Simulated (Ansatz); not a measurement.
## Electronic structure of GaSb (interface cell) in real space

```yaml
crystal:
  lattice:
    - [4.39385, 0.00000, 0.00000]
    - [0.00000, 10.76269, 0.00000]
    - [0.00000, 0.00000, 15.30499]
  atoms:
    - { symbol: Ga, position: [0.00000, 0.01465, 0.99193] }
    - { symbol: Ga, position: [0.00000, 0.33126, 0.33394] }
    - { symbol: Sb, position: [0.50000, 0.74214, 0.25329] }
    - { symbol: Ga, position: [0.00000, 0.65745, 0.17116] }
    - { symbol: Sb, position: [0.50000, 0.08067, 0.08385] }
    - { symbol: Sb, position: [0.50000, 0.42536, 0.41178] }
    - { symbol: Ga, position: [0.50000, 0.99075, 0.24739] }
    - { symbol: Sb, position: [0.00000, 0.75976, 0.00765] }
    - { symbol: Sb, position: [0.00000, 0.08113, 0.32845] }
    - { symbol: Ga, position: [0.50000, 0.33198, 0.07959] }
    - { symbol: Ga, position: [0.50000, 0.67842, 0.42541] }
    - { symbol: Sb, position: [0.00000, 0.40880, 0.16672] }
    - { symbol: Sb, position: [0.00000, 0.99130, 0.50488] }
    - { symbol: Sb, position: [0.00000, 0.33599, 0.83282] }
    - { symbol: Ga, position: [0.50000, 0.75921, 0.74551] }
    - { symbol: Sb, position: [0.00000, 0.67453, 0.66337] }
    - { symbol: Ga, position: [0.50000, 0.08540, 0.58273] }
    - { symbol: Ga, position: [0.50000, 0.40202, 0.92473] }
    - { symbol: Sb, position: [0.50000, 0.00787, 0.74995] }
    - { symbol: Ga, position: [0.00000, 0.73825, 0.49126] }
    - { symbol: Ga, position: [0.00000, 0.08468, 0.83708] }
    - { symbol: Sb, position: [0.50000, 0.33554, 0.58821] }
    - { symbol: Sb, position: [0.50000, 0.65691, 0.90901] }
    - { symbol: Ga, position: [0.00000, 0.42591, 0.66928] }
```

Level of theory: DFT PBE, scalar-relativistic, plane waves, PAW (Ansatz 0.2.0).

Core electrons are frozen (PAW), and the valence fields are smoothed inside the atomic spheres.

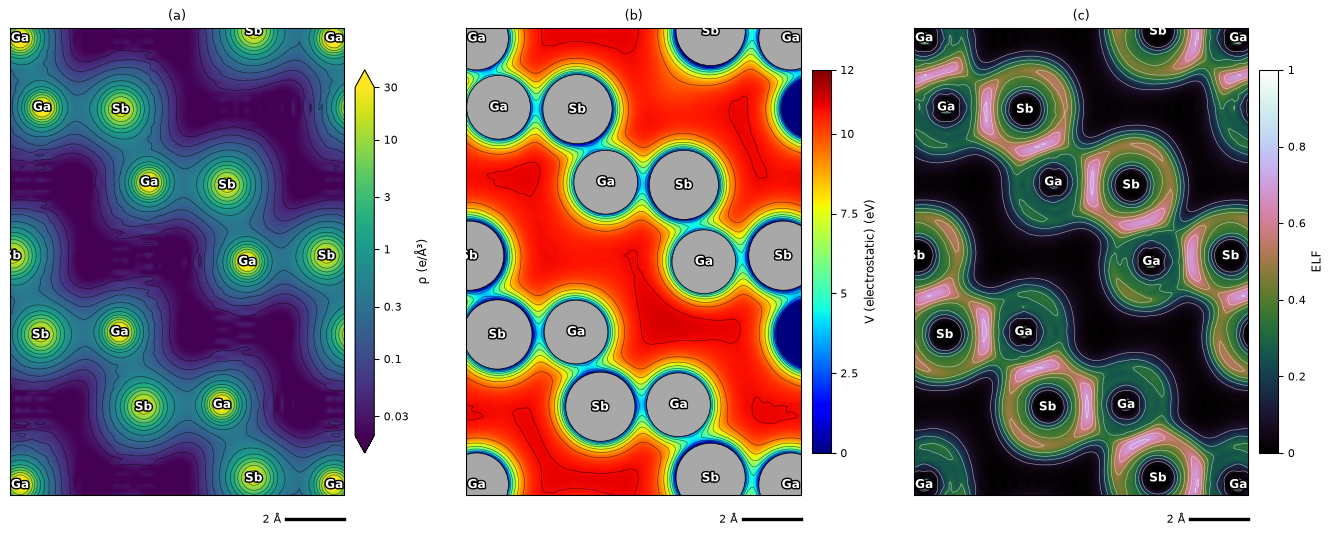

Figure 1. (a) valence electron density; (b) electrostatic potential (local pseudopotential plus Hartree) felt by an electron; (c) electron localisation function on the (100) plane of the calculation cell. Grey discs cover the atomic cores in the potential map.

What does the map show?

Atoms in the plane: Ga and Sb. Ga–Ga (2.49 Å): ρ at the midpoint is about 0.41 e/Å³; the ELF peaks at about 0.70 between the atoms. Ga–Sb (2.68 Å): ρ at the midpoint is about 0.43 e/Å³, with its minimum of 0.37 e/Å³ about 1.1 Å from Ga; the ELF peaks at about 0.75 between the atoms. Sb–Sb (2.87 Å): ρ at the midpoint is about 0.38 e/Å³; the ELF peaks at about 0.70 between the atoms. Ga–Sb (2.72 Å): ρ is about 0.37 e/Å³ halfway; the ELF peaks at about 0.70 between the atoms. The density dies away to nearly zero in the voids. Outside the cores the potential energy rises away from the atoms and is highest about 2.4 Å from the nearest atoms; its zero is arbitrary.

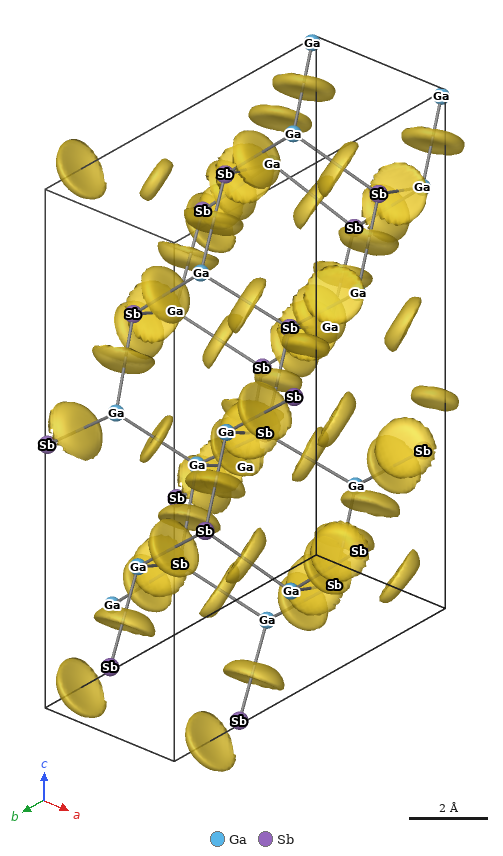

Figure 2. Isosurface of the ELF at 0.6 (yellow), seen at an oblique angle. Only the valence region is drawn (cores and ρ < 0.01 e/Å³ removed). Sticks mark near contacts.

Describe the localisation domains.

The ELF exceeds this value in four regions between bonded Ga–Ga atoms, 40 regions between bonded Ga–Sb atoms and four regions between bonded Sb–Sb atoms, counted in one cell of 24 atoms. Any copies at cell faces, edges or corners count once.

Does the calculation give a band gap?

It is gapless in this calculation (a metal or semimetal).
